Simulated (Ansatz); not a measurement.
Al: several calculations on one system

**1. Relaxation**

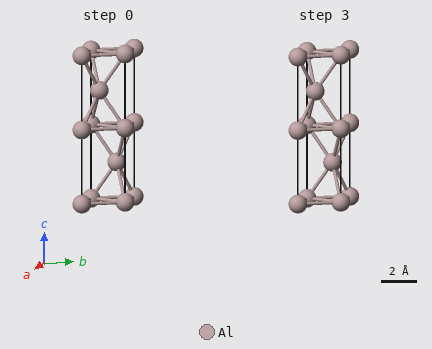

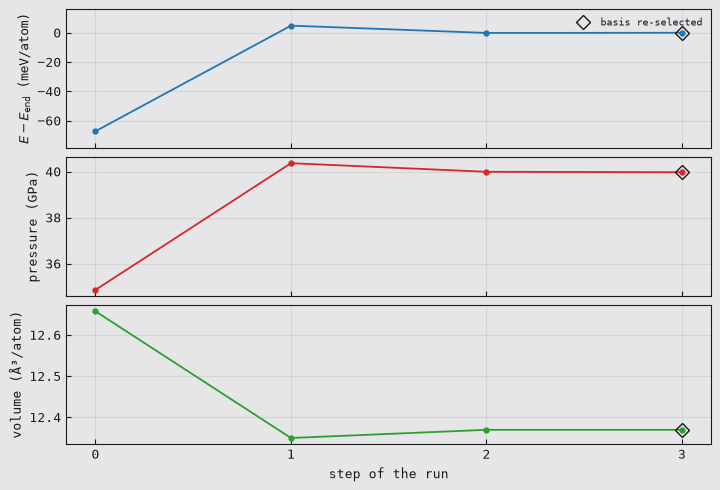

First and last geometry of a relaxation of solid Al (set up in P6_3/mmc), with the history of the run. Style: ball-and-stick. Shown: the cell of the calculation, slightly off an axis.

Case: relaxed at 40 GPa.

Method: DFT PBEsol, scalar-relativistic, plane waves, PAW in Ansatz 0.2.0.

Input
```yaml
crystal:
  lattice:
    - [2.6115461038, 0.0, 0.0]
    - [-1.3057730519, 2.261665269, 0.0]
    - [0.0, 0.0, 8.5720778272]
  atoms:
    - { symbol: Al, position: [0.0, 0.0, 0.0] }
    - { symbol: Al, position: [0.3333333333, 0.6666666667, 0.25] }
    - { symbol: Al, position: [0.0, 0.0, 0.5] }
    - { symbol: Al, position: [0.6666666667, 0.3333333333, 0.75] }
basis:
  ecutwfc: 420
kpoints:
  mp_grid: { grid: [18, 18, 6] }
hamiltonian:
  xc: pbesol
scf:
  occupations: { method: gaussian, width: 0.1 }
output:
  forces: true
  stress: true
  eigenvalues: true
relax:
  adjacent_minimum: "off"
  f_tol: 0.008
  max_steps: 50
  cell: { stress_tol: 0.08, p_target: 40.0 }
```

Launched with:
```bash
ansatz run input.yaml --threads 1 --pin off --max-ram 2560MiB --backend cpu --events-out ev --progress --plain --runs-dir out
```

### Read the history and describe the run.

It converged. Over 2 accepted moves (3 points after the start) the energy rises by 67.2 meV per atom. With the target pressure of 40 GPa, the enthalpy E + pV changes by −4.7 meV per atom. All forces vanish by symmetry, so only the cell relaxes. The pressure goes from 34.86 to 39.97 GPa. The SCF was repeated once at an unchanged geometry on a basis and grid sized afresh for the cell, which shifted the energy by 0.1 meV per atom at most. No atom moves by more than 0.005 Å relative to the cell. Cell: a = b 2.612 → 2.592 Å (−0.7 %), c 8.572 → 8.501 Å (−0.8 %). Volume −2.3 %. Some distances before and after: Al1–Al2 2.620 → 2.599 Å, Al1–Al1 2.612 → 2.592 Å. The space group stays P6_3/mmc (No. 194).

**2. Relaxation**

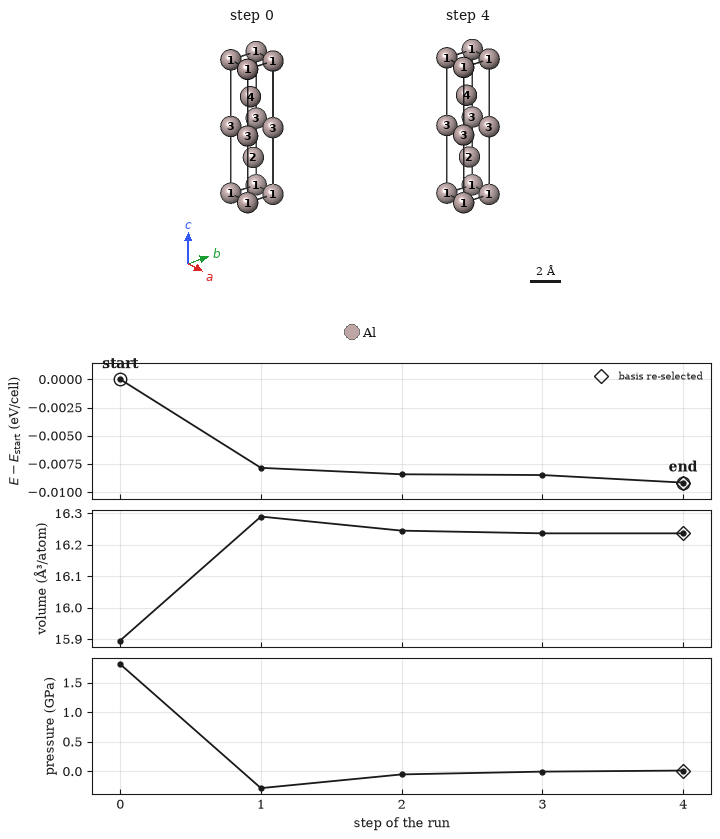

First and last geometry of a relaxation of solid Al (set up in P6_3/mmc), with the history of the run. The picture is a spheres-only view of the cell of the calculation, seen slightly off an axis.

These are results of DFT PBEsol, scalar-relativistic, plane waves, PAW (Ansatz 0.2.0), not measurements.

Input
```yaml
crystal:
  lattice:
    - [2.8270770242, 0.0, 0.0]
    - [-1.4135385121, 2.4483205214, 0.0]
    - [0.0, 0.0, 9.18599307]
  atoms:
    - { symbol: Al, position: [0.0, 0.0, 0.0] }
    - { symbol: Al, position: [0.33333333, 0.66666667, 0.25] }
    - { symbol: Al, position: [0.0, 0.0, 0.5] }
    - { symbol: Al, position: [0.66666667, 0.33333333, 0.75] }
basis:
  ecutwfc: 420
kpoints:
  mp_grid: { grid: [18, 18, 6] }
hamiltonian:
  xc: pbesol
scf:
  occupations: { method: gaussian, width: 0.1 }
output:
  forces: true
  stress: true
  eigenvalues: true
relax:
  adjacent_minimum: "off"
  f_tol: 0.005
  max_steps: 80
  cell: { stress_tol: 0.05 }
```

Launched with:
```bash
ansatz run input.yaml --threads 1 --pin off --max-ram 2560MiB --backend cpu --events-out ev --progress --plain --runs-dir out
```

### What do the curves and the structures tell?

It converged. The atoms keep their places relative to the cell (all moves are under 0.005 Å). The drawn cell changes as follows: a = b 2.827 → 2.836 Å (+0.3 %), c 9.186 → 9.322 Å (+1.5 %); the volume changes by +2.1 %. Among the contacts that change: Al1–Al2 2.817 → 2.848 Å, Al1–Al1 2.827 → 2.836 Å. The space group stays P6_3/mmc (No. 194). Over 3 accepted moves (4 points after the start) the energy falls by 9.2 meV per cell of the calculation. All forces vanish by symmetry, so only the cell relaxes. Pressure: 1.81 GPa at the start and 0.01 GPa at the end. The SCF was repeated once at an unchanged geometry on a basis and grid sized afresh for the cell, which shifted the energy by 0.7 meV per cell of the calculation at most. The run took 41 s on 1 thread of Intel(R) Xeon(R) Platinum 8488C (Sapphire Rapids), with other jobs on the host, peak memory 0.46 GiB.

**3. Series**

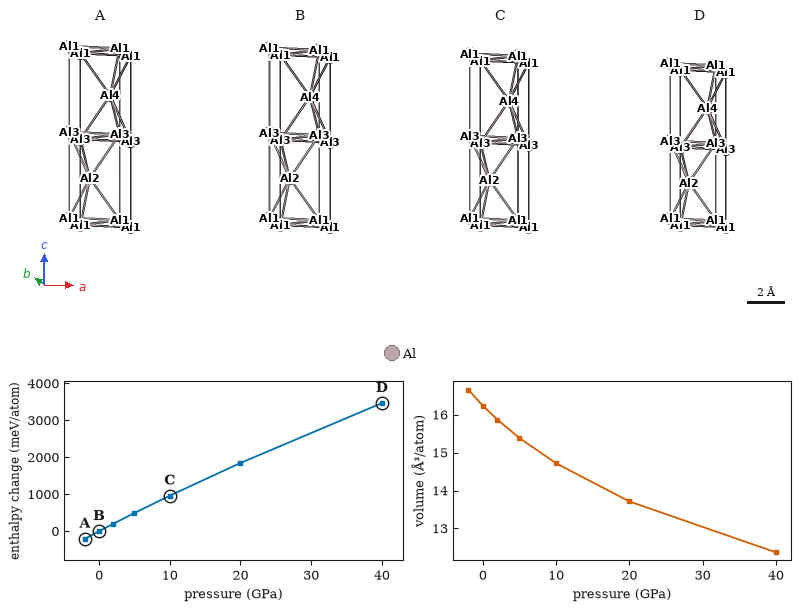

Members of a series of calculations on crystalline Al (set up in P6_3/mmc), marked on the first curve. Style: ball-and-stick. Shown: the cell of the calculation, slightly off an axis.

These are results of DFT PBEsol, scalar-relativistic, plane waves, PAW (Ansatz), not measurements. Settings: plane-wave cutoff 420 eV; k-point mesh 18 × 18 × 6; occupations gaussian; smearing width 0.1 eV; no spin polarisation.

Question: How does the crystal respond to pressure?

Answer: The structure is relaxed at several pressures. A (pressure −2.0 GPa): enthalpy change −205 meV/atom, volume 16.66 Å³ per atom. B (pressure 0.0 GPa): enthalpy change 0.0 meV/atom, volume 16.24 Å³ per atom. C (pressure 10.0 GPa): enthalpy change 962 meV/atom, volume 14.72 Å³ per atom. D (pressure 40.0 GPa): enthalpy change 3468 meV/atom, volume 12.37 Å³ per atom. The rest compares A with D. The drawn cell changes as follows: a = b 2.861 → 2.592 Å (−9.4 %), c 9.404 → 8.501 Å (−9.6 %); the volume changes by −25.8 %. Among the bonded contacts that change: Al–Al 2.873 → 2.599 Å, Al–Al 2.861 → 2.592 Å.
